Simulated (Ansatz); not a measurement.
# AlN (P6_3mc): converging the G0W0 gap, part 2 of 2

Aim: see how the G0W0 gap of AlN (P6_3mc) on PBE moves with empty bands and screening cutoff, and what each rung costs.

Ansatz 0.2.0; G0W0 on PBE, plane waves, PAW. Known limits of the many-body steps: not at the basis limit; coarse k mesh.

So far. Step 4 (268 empty bands, screening to 200 eV): Against the run with 6×6×4 mesh, 124 empty bands, screening to 120 eV, the gap moves by +0.11 eV. Step 5 (Changing the k mesh: 6×6×2 mesh, 124 empty bands …): Against the run with 6×6×4 mesh, 124 empty bands, screening to 120 eV, the gap moves by +0.016 eV.

The database entry behind the starting cell differs from later determinations by our own check (inner coordinate u about 0.002 short), so it need not match the best structure at ambient conditions.

### 6. Changing the frequency model: 6×6×4 mesh, 124 empty bands, screening to 120 eV, plasmon pole

A plasmon pole stands in for the full frequency dependence of the screening; this run shows what that costs in accuracy.

input.yaml

```yaml
crystal:
  lattice:
    - [3.113, 0.0, 0.0]
    - [-1.5565, 2.695937082, 0.0]
    - [0.0, 0.0, 4.981]
  atoms:
    - { symbol: Al, position: [0.3333333333, 0.6666666667, 0.0] }
    - { symbol: Al, position: [0.6666666667, 0.3333333333, 0.5] }
    - { symbol: "N", position: [0.3333333333, 0.6666666667, 0.38] }
    - { symbol: "N", position: [0.6666666667, 0.3333333333, 0.88] }
kpoints:
  mp_grid: { grid: [6, 6, 4] }
hamiltonian:
  xc: pbe
  pseudopotentials: { kind: paw, azcp: { folder: "./paw" } }
scf:
  occupations: { method: fixed }
gw:
  n_empty_bands: 124
  ecut_chi: 120
  qp_bands: [v2, c2]
  qp_kpoints: band_edges
  screening: { model: godby_needs }
```

On the command line:

```console
$ ansatz run input.yaml --threads 3 --pin off --max-ram 92160MiB --backend cuda --events-out ev --progress --plain --runs-dir out --devices 1 --max-vram 13GiB
```

Numbers of over 12 decimals in the logs are rounded to 6 here.

The log of the run:

```text
GPUs: using 1 of 1 available (devices: 1).
[...]
GPU FFT provider: cuFFT
GPU libraries: cuBLAS 13.8.2, cuFFT 12.4.0, cuSOLVER 12.3.4
Crystal: 4 atoms, lattice volume = 41.803 Å³
Basis set: ecut = 420 eV, 809 PW (Γ)
Bands: 12, of which v1, the nominal top of the filled ones, is band 8 counted from 1 (7 counted from 0)
Symmetry: 12 space group operations
[...]
k-points: 21 of 144 (time reversal used)
[...]
1    10     13.8987    -8.2310    -4.3871   -13.5497  0.8251    14.8352    14.8303  root
[...]
20     7      6.3358   -21.7364     3.4282   -17.4712  0.7890     5.4943     5.4988  root
    20     8      6.3358   -21.7364     3.4282   -17.4712  0.7890     5.4943     5.4988  root
    20     9     14.5445    -6.8458    -4.4981   -12.2056  0.8163    15.4108    15.4062  root
    20    10     14.5445    -6.8458    -4.4981   -12.2056  0.8163    15.4108    15.4062  root
[key lines of the parts left out:]
SCF converged after 7 iterations
Free energy (F): -1848.508205 eV
Fermi energy:    7.112566 eV
```

The job ended after 23 s (1 × NVIDIA H100 80GB HBM3 (shared by 6 runs) with 3 threads of AMD EPYC 7R13 (Zen 3), shared host; peak memory 1.2 GiB; 25 s of CPU time).

Numbers from this step:

```yaml
bands_summed: 132
plasmon_pole_fit_frequency: 22.97 eV
rpa_eps_infinity_on_this_mesh_eigenvalues: 4.225, 4.225, 4.374
plane_waves_in_the_screening_matrix: 135
g0w0_gap_on_the_mesh: 5.758 eV
k_of_the_valence_top: 0, 0, 0
k_of_the_conduction_bottom: 0, 0, 0
starting_gap_on_the_mesh: 4.213 eV
least_direct_g0w0_gap_on_the_computed_points: 5.758 eV
```

Against the run with 6×6×4 mesh, 124 empty bands, screening to 120 eV, the gap moves by −0.05 eV.

### 7. Changing the files: 6×6×4 mesh, 124 empty bands, screening to 120 eV, hard PAW files

Other atomic data (hard PAW) test the pseudisation: the cutoff goes from 420 to 900 eV and the valence electrons from 16 to 32, which opens shells that were frozen.

Changes to input.yaml since step 6:

```diff
@@ -14,3 +14,3 @@
   xc: pbe
-  pseudopotentials: { kind: paw, azcp: { folder: "./paw" } }
+  pseudopotentials: { kind: paw, source: ansatz }
 scf:
@@ -22,2 +22,2 @@
   qp_kpoints: band_edges
-  screening: { model: godby_needs }
+  screening: { model: contour_deformation }
```

The log of the run:

```text
GPUs: using 1 of 1 available (devices: 1).
[...]
GPU FFT provider: cuFFT
GPU libraries: cuBLAS 13.8.2, cuFFT 12.4.0, cuSOLVER 12.3.4
Crystal: 4 atoms, lattice volume = 41.803 Å³
Basis set: ecut = 900 eV, 2587 PW (Γ)
Bands: 20, of which v1, the nominal top of the filled ones, is band 16 counted from 1 (15 counted from 0)
Symmetry: 12 space group operations
[...]
k-points: 21 of 144 (time reversal used)
[...]
1    18     15.5280    -8.1911    -4.4872   -13.5160  0.8211    16.3712    16.3657  root
[...]
20    15      7.9655   -21.7610     3.3577   -17.5013  0.7817     7.0555     7.0635  root
    20    16      7.9655   -21.7610     3.3577   -17.5013  0.7817     7.0555     7.0635  root
    20    17     16.1829    -6.8415    -4.5975   -12.2269  0.8073    16.9768    16.9708  root
    20    18     16.1829    -6.8415    -4.5975   -12.2269  0.8073    16.9768    16.9708  root
[key lines of the parts left out:]
SCF converged after 7 iterations
Free energy (F): -5635.650730 eV
Fermi energy:    8.746617 eV
```

Elapsed: 40 s, on 1 × NVIDIA H100 80GB HBM3 (shared by 6 runs) with 3 threads; peak memory 1.2 GiB; 45 s of CPU time.

This step gave:

```
bands summed                                 : 140
RPA ε∞ on this mesh (eigenvalues)            : 4.261, 4.261, 4.409
plane waves in the screening matrix          : 135
G0W0 gap on the mesh                         : 5.761 eV
k of the valence top                         : 0, 0, 0
k of the conduction bottom                   : 0, 0, 0
starting gap on the mesh                     : 4.221 eV
least direct G0W0 gap on the computed points : 5.761 eV
```

Against the run with 6×6×4 mesh, 124 empty bands, screening to 120 eV, the gap moves by −0.05 eV.

### 8. Side by side

Times are wall times on 1 × NVIDIA H100 80GB HBM3 (shared by 6 runs) with 3 threads of AMD EPYC 7R13 (Zen 3), shared host, good to a factor of about two.

| mesh | files | frequency | bands summed | cutoff (eV) | start (eV) | G0W0 (eV) | time | host memory (GiB) |
| --- | --- | --- | --- | --- | --- | --- | --- | --- |
| 6×6×4 | default PAW | contour deformation | 52 | 60 | 4.213 | 5.484 | 17 s | 0.99 |
| 6×6×4 | default PAW | contour deformation | 132 | 120 | 4.213 | 5.806 | 20 s | 1.1 |
| 6×6×4 | default PAW | contour deformation | 276 | 200 | 4.213 | 5.915 | 18 s | 1.4 |
| 6×6×2 | default PAW | contour deformation | 132 | 120 | 4.214 | 5.822 | 23 s | 1.0 |
| 6×6×4 | default PAW | plasmon pole | 132 | 120 | 4.213 | 5.758 | 23 s | 1.2 |
| 6×6×4 | hard PAW | contour deformation | 140 | 120 | 4.221 | 5.761 | 40 s | 1.2 |

How the two edges are built up, in eV (the quasiparticle level is the starting level plus Σx plus Σc less Vxc):

| run | edge | start | Σx | Σc | Vxc | Z | QP |
| --- | --- | --- | --- | --- | --- | --- | --- |
| 52 bands | valence top | 7.11 | -21.78 | 3.67 | -17.81 | 0.79 | 6.81 |
| 52 bands | conduction bottom | 11.33 | -9.80 | -3.69 | -14.46 | 0.82 | 12.30 |
| 132 bands | valence top | 7.11 | -21.78 | 3.17 | -17.81 | 0.78 | 6.32 |
| 132 bands | conduction bottom | 11.33 | -9.80 | -3.86 | -14.46 | 0.82 | 12.13 |
| 276 bands | valence top | 7.11 | -21.78 | 2.90 | -17.81 | 0.78 | 6.05 |
| 276 bands | conduction bottom | 11.33 | -9.80 | -4.02 | -14.46 | 0.82 | 11.96 |

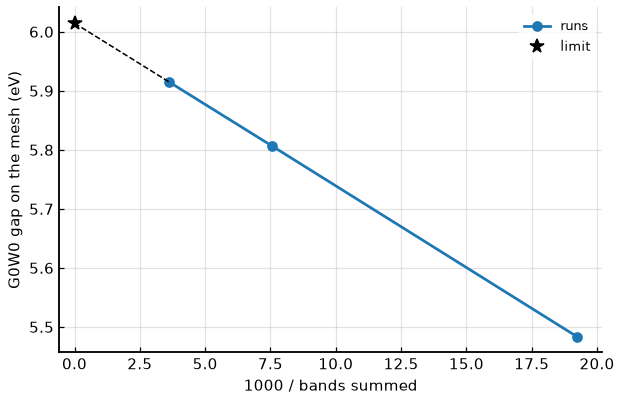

The gap against one over the number of bands; the dashed line carries the two highest rungs to the limit.

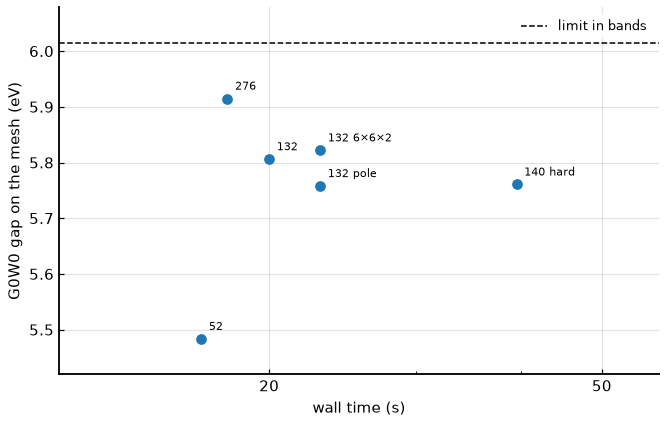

Result against wall time.

### 9. What came out

| Quantity | Value |
| --- | --- |
| 52 bands, 60 eV | 5.484 eV |
| 132 bands, 120 eV | 5.806 eV |
| 276 bands, 200 eV | 5.915 eV |
| estimated limit in bands and cutoff | 6.01 eV |
| mesh and start | 6×6×4, PBE |

What this shows: A line in one over the bands through the two highest rungs gives 6.01 eV, +0.10 eV from the top rung; the pair below gives 6.02 eV, in fair agreement. The rungs stand 0.53 eV (52 bands), 0.21 eV (132 bands) and 0.10 eV (276 bands) from it. From 52 to 276 bands the gap moves by +0.43 eV. Σc changes by −0.77 eV at the valence top and −0.34 eV at the conduction bottom, so the valence edge carries most of the change. On the 6×6×2 mesh in place of 6×6×4 the gap differs by +0.02 eV, of which +0.0003 eV is already in the start. The plasmon-pole model gives −0.05 eV against contour deformation, 3 % of the correction, and saved no time in this program. Hard PAW files move the gap by −0.05 eV at equal bands and cutoff, +0.01 eV of it in the start. The cheapest rung within 0.1 eV of this estimate is that with 276 bands (18 s).

[Paths, hosts, dates, memory and timing lines, banners, echoed tables and standing remarks are left out of the program output.]

[Logs are printed without paths, hosts, clocks, repeated set-up lines and the standing remarks that a program may print on its own settings, such as how far it seeks lower states.]

[Runs of the session that timed out or met a known fault of the program may be left out.]

[Cells called generated may have been cut or substituted from an entry of the Crystallography Open Database or the Materials Project.]

[Hosts, paths, dates, database ids (printed as entryN), source tags and the programs' standing remarks are cut or masked in the printed files.]
